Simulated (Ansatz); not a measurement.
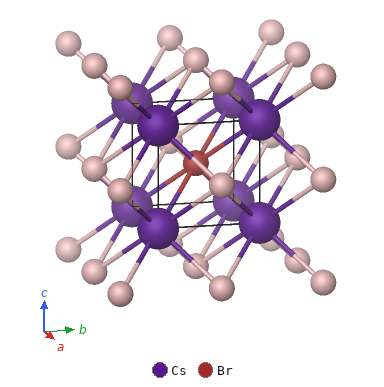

The image is a ball-and-stick drawing of a crystal, viewed slightly off an axis. The outline marks the unit cell. Periodic images bonded to atoms of the box are shown as well, in fainter colours.

CsBr, a = 4.286 Å, b = 4.286 Å, c = 4.319 Å, α = 90.00°, β = 90.00°, γ = 90.00°. Strictly the space group is P4/mmm (No. 123, within 0.01 Å). It is a distorted form of a primitive cubic structure, space group Pm-3m (No. 221) within 0.25 Å: caesium chloride (CsCl, B2) type. The structure was taken from a structure type filled with these elements by a generator (whether the compound takes this form wasn't checked). The cell was then strained or its atoms displaced on purpose. It went into a calculation with Ansatz.

This one geometry was computed with Ansatz (DFT, plane waves, PAW) at three levels of theory: PBE, HSE06 and r2SCAN. It was relaxed with r2SCAN and then strained.

### How does the band gap change with the level of theory?

PBE: a gap of 4.49 eV, direct; r2SCAN: a gap of 5.26 eV, direct; HSE06: a gap of 5.66 eV, direct.

### Collect the results in a table.

| level | cutoff (eV) | k-mesh of the run's cell | gap (eV) | pressure (GPa) |
| --- | --- | --- | --- | --- |
| PBE | 420 | 6×6×6 | 4.49 | 0.9 |
| HSE06 | 420 | 4×4×4 | 5.66 | 0.6 |
| r2SCAN | 500 | 6×6×6 | 5.26 | 0.3 |

Gaps are taken on the k-mesh or band path of each run.
